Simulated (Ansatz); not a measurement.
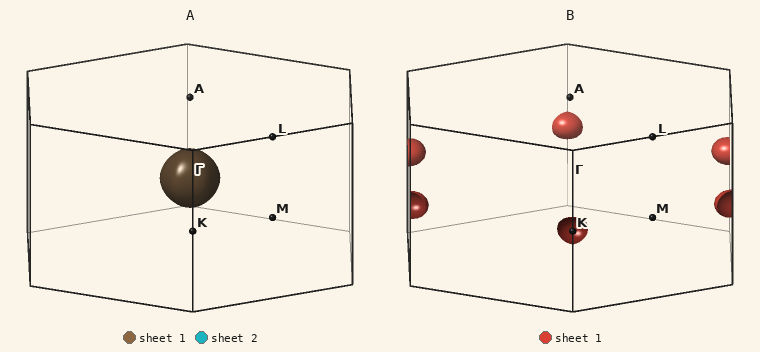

Constant-energy surfaces of BN (space group P6_3mc, No. 186) near its two band edges (0.20 eV into the valence band, 0.20 eV into the conduction band), in unknown order.

Method: DFT PBEsol, scalar-relativistic, plane waves, PAW; levels and slopes on a dense k mesh at the converged density (Ansatz). No spin polarisation. k mesh for the levels: 36×36×16. The geometry was not relaxed (residual pressure −6 GPa). The cell comes from a database of computed structures, not from a measurement.

Masses come from a second pass at points close to the extrema; at the energies drawn a band may no longer be parabolic.

### Which panel shows the holes and which the electrons?

A shows the valence band (holes), B the conduction band (electrons).

### Describe the extrema and the gap.

Valence band (extrema up to 0.20 eV from the edge): one maximum at Γ, two bands meeting there, with masses of 0.35 and 1.35 mₑ along x, 0.35 and 1.35 mₑ along y and 1.28 mₑ along z. Band 8 forms the valence edge; band 7 meets it there.
Conduction band (extrema up to 0.20 eV from the edge): two equivalent minima at K, principal masses 0.30, 0.50 and 0.50 mₑ. Band 9 forms the conduction edge.
The gap is indirect, 4.99 eV at this level of theory (semilocal functionals give gaps that are too small, and can reorder valleys that lie close).

Where one band's surface lies inside another's, the outer one hides all or part of it.

Spin-orbit coupling, left out here, can split bands that meet at an edge and change their masses.
